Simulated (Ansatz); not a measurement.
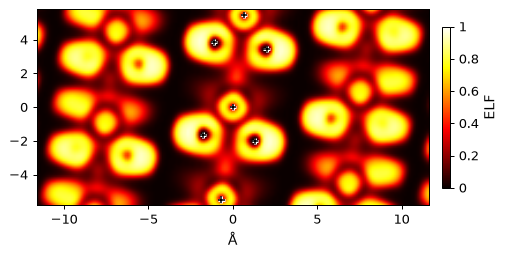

The ELF on a plane through atoms (crosses mark nuclei in the plane).

Theory: Ansatz, DFT PBE, scalar-relativistic, plane waves, PAW.

Candidates:
A. MoS2, a = 3.19 Å, b = 3.19 Å, c = 22.32 Å, α = 90.00°, β = 90.00°, γ = 120.00°. Space group R3m; a structure from a database of computed crystals, not necessarily the ambient phase; computed without spin polarisation.
B. Cu, a = 3.56 Å, b = 3.56 Å, c = 3.56 Å, α = 90.00°, β = 90.00°, γ = 90.00°. Space group Fm-3m; changed on purpose from its base cell (strain -0.015 along x and y, -0.015 along z, atoms carried along); computed pressure about 9 GPa in this cell; computed without spin polarisation.
C. Ge, a = 5.49 Å, b = 5.49 Å, c = 5.49 Å, α = 90.00°, β = 90.00°, γ = 90.00°. Space group Fd-3m; a structure from a database of computed crystals, not necessarily the ambient phase; computed pressure about 12 GPa in this cell.

Question: Which system is this?

Answer: Candidate A: MoS2 on the (111) plane of the conventional cell, which holds Mo and S. Mo–S (2.41 Å): the ELF peaks at about 0.85 in the valence shell of S, 0.8 Å from its nucleus, and is about 0.45 at the midpoint.
